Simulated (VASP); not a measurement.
**Run report: Co, single-point calculation (part 5 of 5)**

Continued. System: Co (P6₃/mmc, 36 atoms in the cell). Method: Kohn-Sham DFT of a periodic cell, LDA, VASP PAW LDA potentials, recommended, spin-polarised (VASP 6.6.1); cutoff 340 eV, 3×3×3 k-mesh, methfessel-paxton of 0.1 eV, collinear spins. The structure derives from a Materials Project entry. It belongs to a series of runs on one base structure; here: grid = ENCUT=340 dk=0.35 cell=3x3x2 ISMEAR=1 SIGMA=0.1 LREAL=Auto EDIFF=1e-06. The settings are looser than a standard set-up, so the numbers are not reference values.

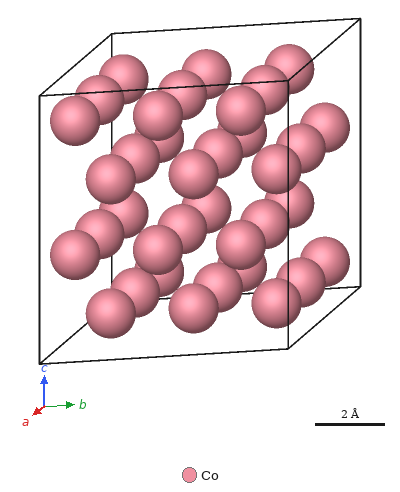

The structure (spheres-only view of the cell of the calculation, seen slightly off an axis). An atom can appear more than once, as a periodic image.

Parts of OUTCAR, continued
```
 k-point     6 :       0.3333    0.3333    0.3333
  band No.  band energies     occupation
      1       2.8772      1.00000
      2       2.8772      1.00000
      3       2.8772      1.00000
      4       3.6158      1.00000
      5       3.6158      1.00000
      6       3.6158      1.00000
      7       5.7892      1.00000
      8       5.7892      1.00000
      9       5.7892      1.00000
     10       5.9013      1.00000
     11       5.9013      1.00000
     12       5.9013      1.00000
     13       6.0917      1.00000
     14       6.0917      1.00000
     15       6.0917      1.00000
     16       6.2012      1.00000
     17       6.2012      1.00000
     18       6.2012      1.00000
     19       6.2843      1.00000
     20       6.2843      1.00000
     21       6.2843      1.00000
     22       6.5863      1.00000
     23       6.5863      1.00000
     24       6.5863      1.00000
     25       6.6577      1.00000
     26       6.6577      1.00000
     27       6.6577      1.00000
     28       6.7535      1.00000
     29       6.7535      1.00000
     30       6.7535      1.00000
     31       6.8448      1.00000
     32       6.8448      1.00000
     33       6.8448      1.00000
     34       7.0845      1.00000
     35       7.0845      1.00000
     36       7.0845      1.00000
     37       7.3457      1.00000
     38       7.3457      1.00000
     39       7.3457      1.00000
     40       7.5809      1.00000
     41       7.5809      1.00000
     42       7.5809      1.00000
     43       7.5824      1.00000
     44       7.5824      1.00000
     45       7.5824      1.00000
     46       7.6144      1.00000
     47       7.6144      1.00000
     48       7.6144      1.00000
     49       7.7927      1.00000
     50       7.7927      1.00000
     51       7.7927      1.00000
     52       7.8007      1.00000
     53       7.8007      1.00000
     54       7.8007      1.00000
     55       7.8771      1.00000
     56       7.8771      1.00000
     57       7.8771      1.00000
     58       7.8921      1.00000
     59       7.8921      1.00000
     60       7.8921      1.00000
     61       7.9192      1.00000
     62       7.9192      1.00000
     63       7.9192      1.00000
     64       8.0022      1.00000
     65       8.0022      1.00000
     66       8.0022      1.00000
     67       8.3947      1.00000
     68       8.3947      1.00000
     69       8.3947      1.00000
     70       8.5135      1.00000
     71       8.5135      1.00000
     72       8.5135      1.00000
     73       8.7137      1.00000
     74       8.7137      1.00000
     75       8.7137      1.00000
     76       8.7471      1.00000
     77       8.7471      1.00000
     78       8.7471      1.00000
     79       8.7746      1.00000
     80       8.7746      1.00000
     81       8.7746      1.00000
     82       8.7928      1.00000
     83       8.7928      1.00000
     84       8.7928      1.00000
     85       8.8836      1.00000
     86       8.8836      1.00000
     87       8.8836      1.00000
     88       8.8872      1.00000
     89       8.8872      1.00000
     90       8.8872      1.00000
     91       9.1176      1.00000
     92       9.1176      1.00000
     93       9.1176      1.00000
     94       9.1410      1.00000
     95       9.1410      1.00000
     96       9.1410      1.00000
     97       9.1422      1.00000
     98       9.1422      1.00000
     99       9.1422      1.00000
    100       9.2526      1.00000
    101       9.2526      1.00000
    102       9.2526      1.00000
    103       9.3456      1.00000
    104       9.3456      1.00000
    105       9.3456      1.00000
    106       9.4796      1.00000
    107       9.4796      1.00000
    108       9.4796      1.00000
    109       9.4806      1.00000
    110       9.4806      1.00000
    111       9.4806      1.00000
    112       9.5258      1.00000
    113       9.5258      1.00000
    114       9.5258      1.00000
    115       9.5566      1.00000
    116       9.5566      1.00000
    117       9.5566      1.00000
    118       9.6035      1.00000
    119       9.6035      1.00000
    120       9.6035      1.00000
    121       9.7500      1.00000
    122       9.7500      1.00000
    123       9.7500      1.00000
    124       9.8315      1.00001
    125       9.8315      1.00001
    126       9.8315      1.00001
    127       9.9271      1.00154
    128       9.9271      1.00154
    129       9.9271      1.00154
    130       9.9399      1.00262
    131       9.9399      1.00262
    132       9.9399      1.00262
    133      10.1385      0.75733
    134      10.1385      0.75733
    135      10.1385      0.75733
    136      10.1902      0.33766
    137      10.1902      0.33766
    138      10.1902      0.33766
    139      10.3399     -0.01887
    140      10.3399     -0.01887
    141      10.3399     -0.01887
    142      10.4058     -0.00219
    143      10.4058     -0.00219
    144      10.4058     -0.00219
    145      10.4746     -0.00007
    146      10.4746     -0.00007
    147      10.4746     -0.00007
    148      10.5777     -0.00000
    149      10.5777     -0.00000
    150      10.5777     -0.00000
    151      10.6477     -0.00000
    152      10.6477     -0.00000
    153      10.6477     -0.00000
    154      10.9231     -0.00000
    155      10.9231     -0.00000
    156      10.9231     -0.00000
    157      11.0274     -0.00000
    158      11.0274     -0.00000
    159      11.0274     -0.00000
    160      11.0953     -0.00000
    161      11.0953     -0.00000
    162      11.0953     -0.00000
    163      11.1129     -0.00000
    164      11.1129     -0.00000
    165      11.1129     -0.00000
    166      11.2481     -0.00000
    167      11.2481     -0.00000
    168      11.2481     -0.00000
    169      11.2580     -0.00000
    170      11.2580     -0.00000
    171      11.2580     -0.00000
    172      11.2810     -0.00000
    173      11.2810     -0.00000
    174      11.2810     -0.00000
 [bands above 174 left out]

------------------------ aborting loop because EDIFF is reached ----------------------------------------

  FORCE on cell =-STRESS in cart. coord.  units (eV):
  Direction    XX          YY          ZZ          XY          YZ          ZX
  --------------------------------------------------------------------------------------
  -------------------------------------------------------------------------------------
  Total      -37.0116986    -37.0116986    -42.8510335      0.0000000      0.0000000      0.0000000
  in kB     -154.8103276   -154.8103276   -179.2347493      0.0000000      0.0000000      0.0000000
  external PRESSURE =    -162.9518015 kB  Pullay stress =       0.0000000 kB

 VOLUME and BASIS-vectors are now :
 -----------------------------------------------------------------------------
  energy-cutoff  :      340.00
  volume of cell :      383.04
      direct lattice vectors                 reciprocal lattice vectors
     7.415999710  0.000000000  0.000000000     0.134843587  0.077851981  0.000000000
    -3.707999855  6.422444143  0.000000000     0.000000000  0.155703962  0.000000000
     0.000000000  0.000000000  8.042288160     0.000000000  0.000000000  0.124342722

 POSITION                                       TOTAL-FORCE (eV/Angst)
 -----------------------------------------------------------------------------------
      1.23600      0.71360      3.01586        -0.000000     -0.000000     -0.000000
      1.23600      0.71360      7.03700         0.000000      0.000000     -0.000000
      0.00000      2.85442      3.01586        -0.000000     -0.000000      0.000000
      0.00000      2.85442      7.03700        -0.000000     -0.000000     -0.000000
     -1.23600      4.99523      3.01586         0.000000     -0.000000      0.000000
     -1.23600      4.99523      7.03700        -0.000000     -0.000000     -0.000000
      3.70800      0.71360      3.01586        -0.000000     -0.000000     -0.000000
      3.70800      0.71360      7.03700         0.000000     -0.000000     -0.000000
      2.47200      2.85442      3.01586        -0.000000     -0.000000     -0.000000
      2.47200      2.85442      7.03700        -0.000000     -0.000000     -0.000000
      1.23600      4.99523      3.01586        -0.000000     -0.000000     -0.000000
      1.23600      4.99523      7.03700        -0.000000     -0.000000      0.000000
      6.18000      0.71360      3.01586        -0.000000     -0.000000     -0.000000
      6.18000      0.71360      7.03700        -0.000000     -0.000000     -0.000000
      4.94400      2.85442      3.01586        -0.000000     -0.000000     -0.000000
      4.94400      2.85442      7.03700        -0.000000     -0.000000     -0.000000
      3.70800      4.99523      3.01586         0.000000     -0.000000      0.000000
      3.70800      4.99523      7.03700        -0.000000     -0.000000     -0.000000
      0.00000      1.42721      1.00529         0.000000      0.000000      0.000000
      0.00000      1.42721      5.02643         0.000000      0.000000     -0.000000
     -1.23600      3.56802      1.00529         0.000000      0.000000     -0.000000
     -1.23600      3.56802      5.02643         0.000000      0.000000      0.000000
     -2.47200      5.70884      1.00529        -0.000000      0.000000      0.000000
     -2.47200      5.70884      5.02643         0.000000      0.000000      0.000000
      2.47200      1.42721      1.00529        -0.000000      0.000000      0.000000
      2.47200      1.42721      5.02643         0.000000      0.000000      0.000000
      1.23600      3.56802      1.00529         0.000000      0.000000      0.000000
      1.23600      3.56802      5.02643         0.000000      0.000000      0.000000
     -0.00000      5.70884      1.00529         0.000000      0.000000      0.000000
     -0.00000      5.70884      5.02643         0.000000      0.000000      0.000000
      4.94400      1.42721      1.00529         0.000000      0.000000      0.000000
      4.94400      1.42721      5.02643         0.000000      0.000000      0.000000
      3.70800      3.56802      1.00529         0.000000      0.000000      0.000000
      3.70800      3.56802      5.02643         0.000000      0.000000      0.000000
      2.47200      5.70884      1.00529         0.000000      0.000000     -0.000000
      2.47200      5.70884      5.02643         0.000000      0.000000      0.000000
 -----------------------------------------------------------------------------------
    total drift:                                0.000000      0.000000      0.000000

  FREE ENERGIE OF THE ION-ELECTRON SYSTEM (eV)
  ---------------------------------------------------
  free  energy   TOTEN  =      -291.7463863534 eV

  energy  without entropy=     -291.7373582130  energy(sigma->0) =     -291.74337697

 total charge

# of ion       s       p       d       tot
------------------------------------------
    1        0.495   0.529   7.288   8.312
    2        0.495   0.529   7.288   8.312
    3        0.495   0.529   7.288   8.312
    4        0.495   0.529   7.288   8.312
    5        0.495   0.529   7.288   8.312
    6        0.495   0.529   7.288   8.312
    7        0.495   0.529   7.288   8.312
    8        0.495   0.529   7.288   8.312
    9        0.495   0.529   7.288   8.312
   10        0.495   0.529   7.288   8.312
   11        0.495   0.529   7.288   8.312
   12        0.495   0.529   7.288   8.312
   13        0.495   0.529   7.288   8.312
   14        0.495   0.529   7.288   8.312
   15        0.495   0.529   7.288   8.312
   16        0.495   0.529   7.288   8.312
   17        0.495   0.529   7.288   8.312
   18        0.495   0.529   7.288   8.312
   19        0.495   0.529   7.288   8.312
   20        0.495   0.529   7.288   8.312
   21        0.495   0.529   7.288   8.312
   22        0.495   0.529   7.288   8.312
   23        0.495   0.529   7.288   8.312
   24        0.495   0.529   7.288   8.312
   25        0.495   0.529   7.288   8.312
   26        0.495   0.529   7.288   8.312
   27        0.495   0.529   7.288   8.312
   28        0.495   0.529   7.288   8.312
   29        0.495   0.529   7.288   8.312
   30        0.495   0.529   7.288   8.312
   31        0.495   0.529   7.288   8.312
   32        0.495   0.529   7.288   8.312
   33        0.495   0.529   7.288   8.312
   34        0.495   0.529   7.288   8.312
   35        0.495   0.529   7.288   8.312
   36        0.495   0.529   7.288   8.312
--------------------------------------------------
tot         17.819  19.047 262.375 299.240

 magnetization (x)

# of ion       s       p       d       tot
------------------------------------------
    1       -0.015  -0.041   1.549   1.493
    2       -0.015  -0.041   1.549   1.493
    3       -0.015  -0.041   1.549   1.493
    4       -0.015  -0.041   1.549   1.493
    5       -0.015  -0.041   1.549   1.493
    6       -0.015  -0.041   1.549   1.493
    7       -0.015  -0.041   1.549   1.493
    8       -0.015  -0.041   1.549   1.493
    9       -0.015  -0.041   1.549   1.493
   10       -0.015  -0.041   1.549   1.493
   11       -0.015  -0.041   1.549   1.493
   12       -0.015  -0.041   1.549   1.493
   13       -0.015  -0.041   1.549   1.493
   14       -0.015  -0.041   1.549   1.493
   15       -0.015  -0.041   1.549   1.493
   16       -0.015  -0.041   1.549   1.493
   17       -0.015  -0.041   1.549   1.493
   18       -0.015  -0.041   1.549   1.493
   19       -0.015  -0.041   1.549   1.493
   20       -0.015  -0.041   1.549   1.493
   21       -0.015  -0.041   1.549   1.493
   22       -0.015  -0.041   1.549   1.493
   23       -0.015  -0.041   1.549   1.493
   24       -0.015  -0.041   1.549   1.493
   25       -0.015  -0.041   1.549   1.493
   26       -0.015  -0.041   1.549   1.493
   27       -0.015  -0.041   1.549   1.493
   28       -0.015  -0.041   1.549   1.493
   29       -0.015  -0.041   1.549   1.493
   30       -0.015  -0.041   1.549   1.493
   31       -0.015  -0.041   1.549   1.493
   32       -0.015  -0.041   1.549   1.493
   33       -0.015  -0.041   1.549   1.493
   34       -0.015  -0.041   1.549   1.493
   35       -0.015  -0.041   1.549   1.493
   36       -0.015  -0.041   1.549   1.493
--------------------------------------------------
tot         -0.529  -1.474  55.766  53.764
```

CONTCAR
```
Co
   1.00000000000000
     7.4159997096000003    0.0000000000000000    0.0000000000000000
    -3.7079998548000002    6.4224441428999999    0.0000000000000000
     0.0000000000000000    0.0000000000000000    8.0422881600000000
  Co
    36
Direct
     0.2222222222000028    0.1111111111000014    0.3750000000000000
     0.2222222222000028    0.1111111111000014    0.8750000000000000
     0.2222222222000028    0.4444444443999984    0.3750000000000000
     0.2222222222000028    0.4444444443999984    0.8750000000000000
     0.2222222222000028    0.7777777777999972    0.3750000000000000
     0.2222222222000028    0.7777777777999972    0.8750000000000000
     0.5555555556000016    0.1111111111000014    0.3750000000000000
     0.5555555556000016    0.1111111111000014    0.8750000000000000
     0.5555555556000016    0.4444444443999984    0.3750000000000000
     0.5555555556000016    0.4444444443999984    0.8750000000000000
     0.5555555556000016    0.7777777777999972    0.3750000000000000
     0.5555555556000016    0.7777777777999972    0.8750000000000000
     0.8888888888999986    0.1111111111000014    0.3750000000000000
     0.8888888888999986    0.1111111111000014    0.8750000000000000
     0.8888888888999986    0.4444444443999984    0.3750000000000000
     0.8888888888999986    0.4444444443999984    0.8750000000000000
     0.8888888888999986    0.7777777777999972    0.3750000000000000
     0.8888888888999986    0.7777777777999972    0.8750000000000000
     0.1111111111000014    0.2222222222000028    0.1250000000000000
     0.1111111111000014    0.2222222222000028    0.6250000000000000
     0.1111111111000014    0.5555555556000016    0.1250000000000000
     0.1111111111000014    0.5555555556000016    0.6250000000000000
     0.1111111111000014    0.8888888888999986    0.1250000000000000
     0.1111111111000014    0.8888888888999986    0.6250000000000000
     0.4444444443999984    0.2222222222000028    0.1250000000000000
     0.4444444443999984    0.2222222222000028    0.6250000000000000
     0.4444444443999984    0.5555555556000016    0.1250000000000000
     0.4444444443999984    0.5555555556000016    0.6250000000000000
     0.4444444443999984    0.8888888888999986    0.1250000000000000
     0.4444444443999984    0.8888888888999986    0.6250000000000000
     0.7777777777999972    0.2222222222000028    0.1250000000000000
     0.7777777777999972    0.2222222222000028    0.6250000000000000
     0.7777777777999972    0.5555555556000016    0.1250000000000000
     0.7777777777999972    0.5555555556000016    0.6250000000000000
     0.7777777777999972    0.8888888888999986    0.1250000000000000
     0.7777777777999972    0.8888888888999986    0.6250000000000000

  0.00000000E+00  0.00000000E+00  0.00000000E+00
  0.00000000E+00  0.00000000E+00  0.00000000E+00
  0.00000000E+00  0.00000000E+00  0.00000000E+00
  0.00000000E+00  0.00000000E+00  0.00000000E+00
  0.00000000E+00  0.00000000E+00  0.00000000E+00
  0.00000000E+00  0.00000000E+00  0.00000000E+00
  0.00000000E+00  0.00000000E+00  0.00000000E+00
  0.00000000E+00  0.00000000E+00  0.00000000E+00
  0.00000000E+00  0.00000000E+00  0.00000000E+00
  0.00000000E+00  0.00000000E+00  0.00000000E+00
  0.00000000E+00  0.00000000E+00  0.00000000E+00
  0.00000000E+00  0.00000000E+00  0.00000000E+00
  0.00000000E+00  0.00000000E+00  0.00000000E+00
  0.00000000E+00  0.00000000E+00  0.00000000E+00
  0.00000000E+00  0.00000000E+00  0.00000000E+00
  0.00000000E+00  0.00000000E+00  0.00000000E+00
  0.00000000E+00  0.00000000E+00  0.00000000E+00
  0.00000000E+00  0.00000000E+00  0.00000000E+00
  0.00000000E+00  0.00000000E+00  0.00000000E+00
  0.00000000E+00  0.00000000E+00  0.00000000E+00
  0.00000000E+00  0.00000000E+00  0.00000000E+00
  0.00000000E+00  0.00000000E+00  0.00000000E+00
  0.00000000E+00  0.00000000E+00  0.00000000E+00
  0.00000000E+00  0.00000000E+00  0.00000000E+00
  0.00000000E+00  0.00000000E+00  0.00000000E+00
  0.00000000E+00  0.00000000E+00  0.00000000E+00
  0.00000000E+00  0.00000000E+00  0.00000000E+00
  0.00000000E+00  0.00000000E+00  0.00000000E+00
  0.00000000E+00  0.00000000E+00  0.00000000E+00
  0.00000000E+00  0.00000000E+00  0.00000000E+00
  0.00000000E+00  0.00000000E+00  0.00000000E+00
  0.00000000E+00  0.00000000E+00  0.00000000E+00
  0.00000000E+00  0.00000000E+00  0.00000000E+00
  0.00000000E+00  0.00000000E+00  0.00000000E+00
  0.00000000E+00  0.00000000E+00  0.00000000E+00
  0.00000000E+00  0.00000000E+00  0.00000000E+00
```
